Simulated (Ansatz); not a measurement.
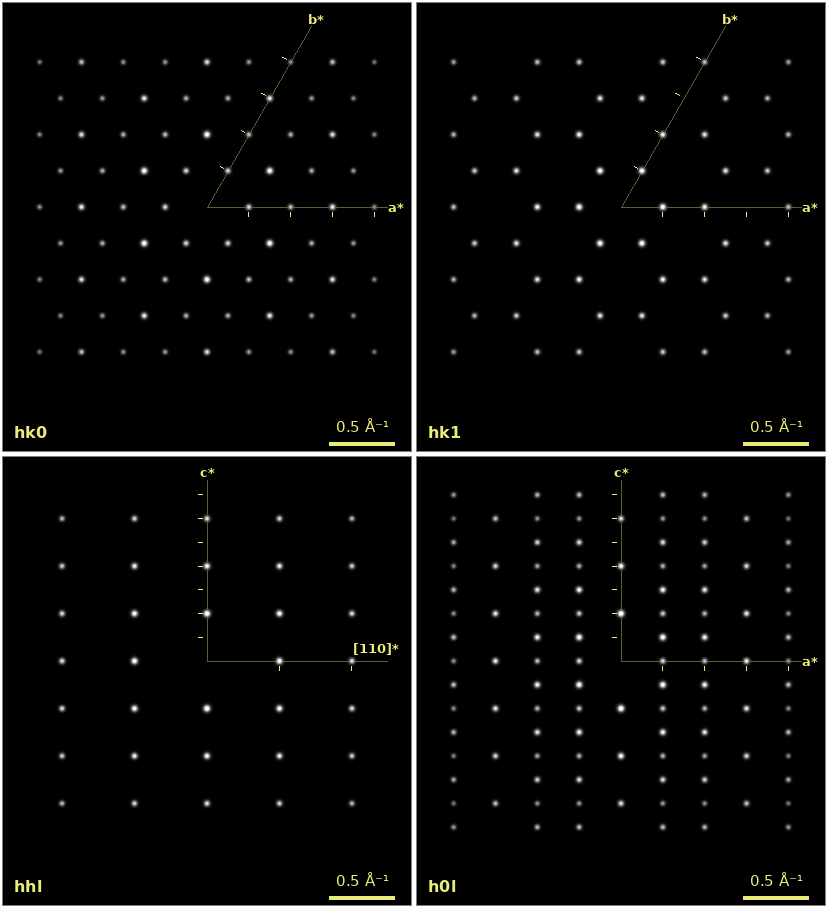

Simulated precession-type sections (X-rays; kinematic intensities, B = 0.5 Å²). The ticks mark integer indices of the conventional cell.

> What cell do the layers give?

a* = 0.327, b* = 0.327, c* = 0.185 Å⁻¹, γ* = 60°; the cell is hexagonal with a = 3.54 Å, c = 5.40 Å (hexagonal axes).

> Which reflection conditions do the layers show?

Reflections are present only under these conditions. hkl: no condition; hk0: no condition; h0l: no condition; hhl: l = 2n; 00l: l = 2n. The lattice is primitive (P). Further gaps, such as 3 0 1, 0 3 1, 3 0 3, come from atoms on special positions, not from the group's general conditions.

> Which space groups fit?

The intensities have Laue symmetry 6/mmm (the hk0 layer shows 6mm, hk1 shows 6mm). With these conditions the candidates are P6_3mc (No. 186), P-62c (No. 190), P6_3/mmc (No. 194). Diffraction geometry alone does not choose among them; the structure has P6_3/mmc. The compound is Hg. Structure: the end point of a relaxation at fixed volume with Ansatz, DFT PBE, spin-orbit coupling, plane waves, PAW; the starting structure was generated, so it need not be a known form of this composition.
